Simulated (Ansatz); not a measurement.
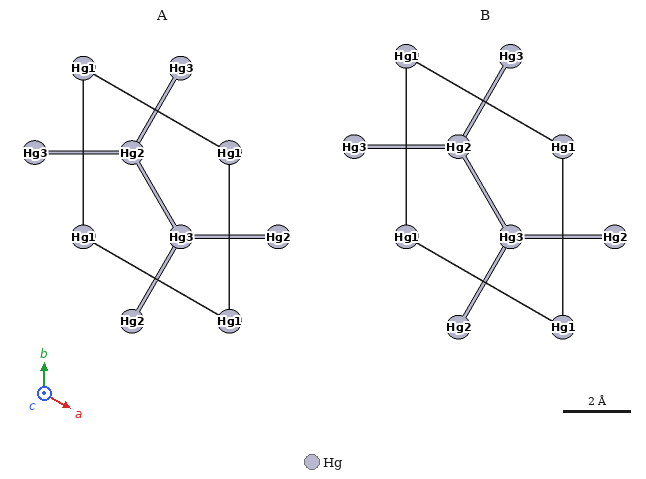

Two geometries of solid Hg (a generated structure, set up in P6/mmm), drawn at one scale. One is the start of a relaxation, the other its converged end. A ball-and-stick model of the cell of the calculation, seen along the c axis.

All numbers below come from Ansatz 0.2.0, DFT, r2SCAN, plane waves (500 eV) with PAW, scalar-relativistic. (plane-wave cutoff 500 eV; k-point mesh 7 × 7 × 10; occupations fermi dirac; smearing width 0.1 eV; no spin polarisation; cell and atoms relaxed; force threshold 0.01 eV/Å; at most 60 steps)

Which geometry has the lower energy?

Answer. Structure B is the relaxed one. Phase: omega (AlB2-type). Over 6 accepted moves (8 points after the start) the energy falls by 0.184 eV per cell of the calculation. All forces vanish by symmetry, so only the cell relaxes. The pressure goes from 5.71 to 0.01 GPa. At 2 points the geometry stayed and the basis and grid were re-selected for the new cell (energy shift of 6.6 meV per cell of the calculation at most each time). No atom moves by more than 0.005 Å relative to the cell. Cell: a = b 5.071 → 5.428 Å (+7.0 %), c 3.108 → 3.174 Å (+2.1 %). Volume +17.0 %. Some distances before and after: Hg2–Hg3 2.928 → 3.134 Å, Hg1–Hg1 3.108 → 3.174 Å. The space group stays P6/mmm (No. 191).
